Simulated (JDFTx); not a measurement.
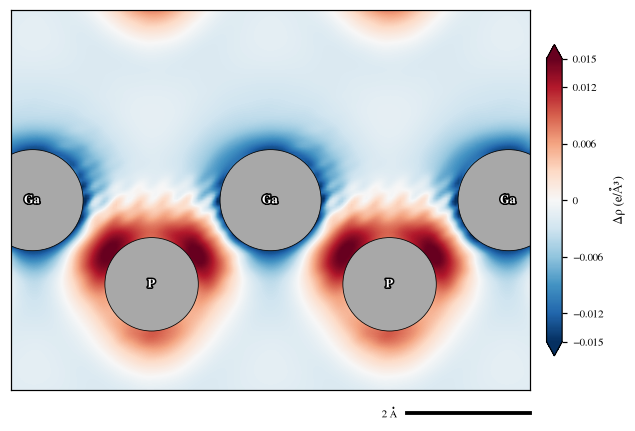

GaP. Difference of the valence pseudo-densities of two functionals at the same geometry, on the (011̄) plane of the calculation cell: one of LDA and r2SCAN less the other.

Space group F-43m.

Both computed with JDFTx (plane waves, pseudopotentials), on the same k-point mesh. Grey discs cover the atomic cores.

```
Ga P
1.0
     0.00000    2.72525    2.72525
     2.72525    0.00000    2.72525
     2.72525    2.72525    0.00000
Ga P
1 1
Cartesian
  0.0000 0.0000 0.0000
  4.0879 4.0879 4.0879
```

Q: Which was subtracted from which, and what does the map show?

A: It is r2SCAN less LDA. Against LDA, r2SCAN gives less density around Ga (−0.007 e/Å³ on average at 1.0 Å from the nucleus), more density around P (+0.009 e/Å³ on average at 0.9 Å from the nucleus) and a change of +0.009 e/Å³ at the midpoint of Ga–P.
